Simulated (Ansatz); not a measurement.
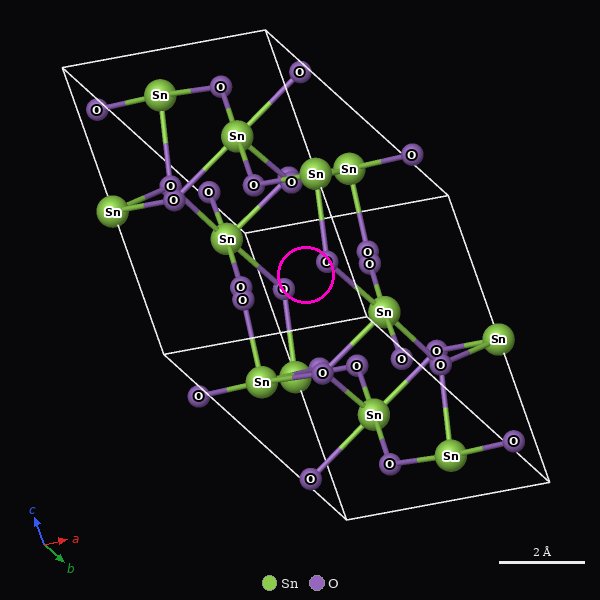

The figure gives a ball-and-stick picture of the atoms, viewed from a general direction. Atoms at the boundary of the supercell (the box) are drawn once for each face, edge or corner they touch. The host is SnO₂, in a cell of 24 sites, and the cell carries a charge of -3. A ring marks the defect's site.

Question: How does this supercell depart from the perfect host?

Answer: A tin vacancy. Around the empty site lie six O at about 2.2 Å.

The numbers come from DFT PBE, scalar-relativistic, plane waves, PAW in Ansatz, using a cutoff energy of 420 eV, k-point mesh 3×3×3, Gaussian smearing of 0.01 eV, collinear spins.

Question: Is a magnetic moment found?

Answer: Yes, 1.0 μB in the cell.

The atoms were relaxed in the host's cell with Ansatz 0.2.0, DFT PBE, scalar-relativistic, plane waves, PAW.
